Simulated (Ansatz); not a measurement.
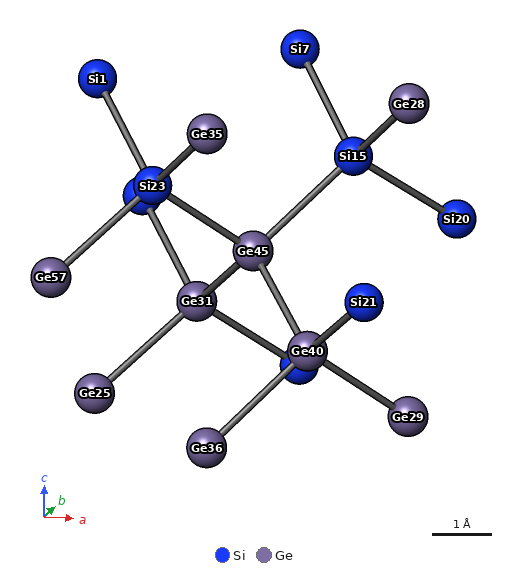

This is the input geometry for a relaxation of crystalline Si₂₄Ge₄₀ (a generated structure, set up in P1). A ball-and-stick model of the atoms within 4.2 Å of the atom that moves most (axes of the cell of the calculation), seen slightly off an axis.

These are results of Ansatz 0.2.0, DFT, PBEsol, PAW, plane waves, not measurements.

(plane-wave cutoff 420 eV; k-point mesh 1 × 1 × 1; mesh shifted by (0.25, 0.25, 0.25); no spin polarisation; cell relaxed at fixed shape; force threshold 0.03 eV/Å; at most 80 steps)

```
CELL_PARAMETERS angstrom
11.16665 0.00000 0.00000
0.00000 11.16665 0.00000
0.00000 0.00000 11.16665
ATOMIC_POSITIONS crystal
Si 0.00022 0.00147 0.00103
Si 0.50152 0.50134 0.49797
Si 0.12155 0.12226 0.12677
Si 0.12638 0.62596 0.12616
Si 0.12298 0.62587 0.62440
Si 0.62288 0.62501 0.12705
Si 0.25151 0.24924 0.00252
Si 0.25024 0.24967 0.49887
Si 0.74953 0.25209 0.49928
Si 0.75219 0.74851 0.00059
Si 0.74860 0.75335 0.50194
Si 0.37540 0.37752 0.62581
Si 0.87565 0.87393 0.12383
Si 0.24738 0.49685 0.24868
Si 0.37377 0.12464 0.87411
Si 0.37343 0.62697 0.87561
Si 0.87780 0.62410 0.87503
Si 0.99722 0.24884 0.25195
Si 0.99830 0.25129 0.74890
Si 0.50216 0.25098 0.75086
Si 0.50106 0.75082 0.74925
Si 0.12450 0.37495 0.37655
Si 0.12456 0.87873 0.87276
Si 0.62582 0.37719 0.37544
Ge 0.99608 0.99921 0.49997
Ge 0.00218 0.49924 0.00181
Ge 0.00148 0.49811 0.49775
Ge 0.49984 0.99945 0.00072
Ge 0.49818 0.99920 0.50204
Ge 0.49971 0.49970 0.99618
Ge 0.12288 0.12442 0.62361
Ge 0.62709 0.12662 0.12004
Ge 0.62404 0.12597 0.62361
Ge 0.62645 0.62796 0.62809
Ge 0.24988 0.75027 0.99861
Ge 0.24843 0.75248 0.49778
Ge 0.74925 0.24739 0.00017
Ge 0.37472 0.37718 0.12659
Ge 0.37559 0.87576 0.12490
Ge 0.37359 0.87546 0.62892
Ge 0.87590 0.37234 0.12494
Ge 0.87636 0.37581 0.62012
Ge 0.87507 0.87687 0.62603
Ge 0.25384 0.99913 0.24713
Ge 0.25026 0.99853 0.74686
Ge 0.24971 0.50000 0.74499
Ge 0.74882 0.99858 0.25128
Ge 0.74960 0.99944 0.74986
Ge 0.75090 0.49833 0.24935
Ge 0.75024 0.49916 0.75079
Ge 0.37536 0.12486 0.37523
Ge 0.37733 0.62521 0.37624
Ge 0.87381 0.12447 0.37443
Ge 0.87514 0.12507 0.87742
Ge 0.87547 0.62458 0.37351
Ge 0.99833 0.75262 0.25069
Ge 0.99965 0.75023 0.75038
Ge 0.49999 0.24953 0.25128
Ge 0.49810 0.75122 0.24896
Ge 0.12775 0.37258 0.87585
Ge 0.12095 0.87831 0.37544
Ge 0.62547 0.37316 0.87324
Ge 0.62350 0.87594 0.37530
Ge 0.62460 0.87450 0.87322
```

Q: What does the optimiser find from here?

A: Over 3 geometry steps the energy falls by 14.8 meV per atom. Largest force component: 0.91 eV/Å at the start, 0.021 eV/Å at the end. The pressure goes from −0.26 to −0.01 GPa. The atom that moves furthest relative to the cell is Ge45 (0.098 Å roughly along [0 1 3]). By element the largest moves are Ge 0.098 Å, Si 0.091 Å. Cell: a = b = c 11.167 → 11.148 Å (−0.2 %). Volume −0.5 %. Near-neighbour distances that change, for instance: Ge40–Ge45 2.349 → 2.448 Å, Si15–Si20 2.437 → 2.370 Å, Si1–Si23 2.420 → 2.361 Å, Si23–Ge35 2.448 → 2.401 Å. Bond angles that change, for instance: Si7–Si15–Ge45 111.1° → 108.0°, Si15–Ge45–Si23 108.2° → 111.3°, Si8–Ge31–Ge45 108.4° → 111.2°. The space group stays P1 (No. 1).

Step by step:

```csv
step,"E − E(0), meV/atom","largest force component, eV/Å","pressure, GPa"
0,0.00,0.9119,-0.26
1,-14.31,0.1741,-0.03
2,-14.78,0.0214,-0.01
3,-14.77,0.0213,-0.01
```

The end point in the same view:

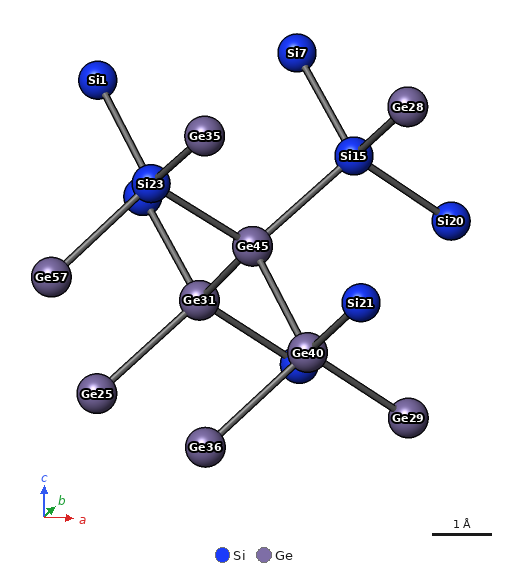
